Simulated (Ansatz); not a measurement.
```
CELL_PARAMETERS angstrom
4.01488 0.00000 0.00000
0.00000 5.67789 0.00000
0.00000 0.00000 27.04463
ATOMIC_POSITIONS crystal
Al 0.50000 0.55947 0.29455
As 0.00000 0.76382 0.26950
Al 0.00000 0.98199 0.34822
As 0.50000 0.23304 0.35202
Al 0.50000 0.48701 0.42644
As 0.00000 0.73944 0.42497
Al 0.00000 0.98511 0.50000
As 0.50000 0.23534 0.50000
Al 0.50000 0.48701 0.57356
As 0.00000 0.73944 0.57503
Al 0.00000 0.98200 0.65178
As 0.50000 0.23304 0.64798
Al 0.50000 0.55947 0.70545
As 0.00000 0.76382 0.73050
```

Level of theory: Ansatz, DFT r2SCAN, scalar-relativistic, plane waves, PAW.

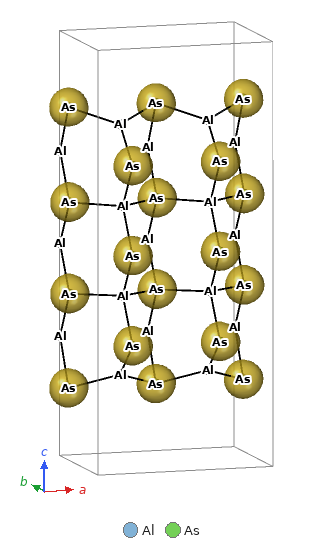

AlAs (slab). Isosurface of the valence electron density at 0.8 e/Å³ (yellow), seen slightly off an axis. Sticks mark near contacts.

Core electrons are frozen (PAW), and the valence fields are smoothed inside the atomic spheres.

> How is the density connected at this value?

At this value the density breaks into separate islands; it holds about 60 % of the electrons treated as valence. It bridges none of the near contacts. It is pinched off along the shortest Al–As (2.42 Å) and Al–As (2.46 Å) contacts. On the grid the lowest density along these lines, outside the cores, is 0.39 e/Å³ (Al–As, 2.42 Å) and 0.36 e/Å³ (Al–As, 2.46 Å).
